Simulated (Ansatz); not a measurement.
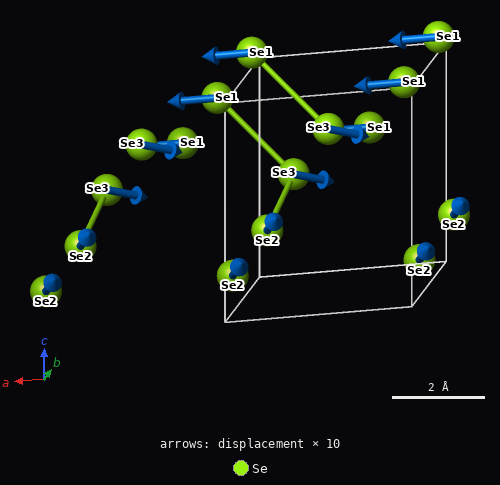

A relaxation of a crystal of Se (built on the trigonal type). The starting structure is drawn; blue arrows show the displacements (the part carried along by the change of the cell is left out), magnified 10 times.

The picture is a ball-and-stick view of the cell of the calculation, repeated 2 × 2 × 1 with one cell outlined, seen from a free direction.

These are results of Ansatz, DFT LDA, scalar-relativistic, plane waves, PAW, not measurements.

Input
```yaml
crystal:
  lattice:
    - [4.3662, 0.0, 0.0]
    - [-2.1831, 3.781240118, 0.0]
    - [0.0, 0.0, 4.9536]
  atoms:
    - { symbol: Se, position: [0.2254, 0.0, 0.8333333333] }
    - { symbol: Se, position: [0.0, 0.2254, 0.1666666667] }
    - { symbol: Se, position: [0.7746, 0.7746, 0.5] }
basis:
  ecutwfc: 600
  ecutrho_ratio: 5
kpoints:
  mp_grid: { grid: [12, 12, 8] }
hamiltonian:
  xc: lda
scf:
  occupations: { method: gaussian, width: 0.05 }
output:
  forces: true
  stress: true
  eigenvalues: true
relax:
  f_tol: 0.01
  max_steps: 60
  cell: { stress_tol: 0.15 }
```

> What did the optimiser do to the structure, and how much energy did it gain?

Over 5 accepted moves (6 points after the start) the energy falls by 0.151 eV per cell of the calculation. Largest force component: 0.21 eV/Å at the start, 0.0046 eV/Å at the end. The pressure goes from −1.28 to 0.01 GPa. The SCF was repeated once at an unchanged geometry on a basis and grid sized afresh for the cell, which shifted the energy by 0.2 meV per cell of the calculation at most. The largest moves relative to the cell, 0.12 Å, are those of Se1, Se2 and Se3. Se2 goes along +b. The volume changes by −15.6 %, with a = b 4.366 → 3.947 Å (−9.6 %), c 4.954 → 5.120 Å (+3.4 %). Some distances before and after: Se1–Se2 3.436 → 3.099 Å, Se1–Se2 (another image) 2.373 → 2.441 Å. The space group stays P3_121 (No. 152). The run took of the order of 3 core-minutes on a shared host.
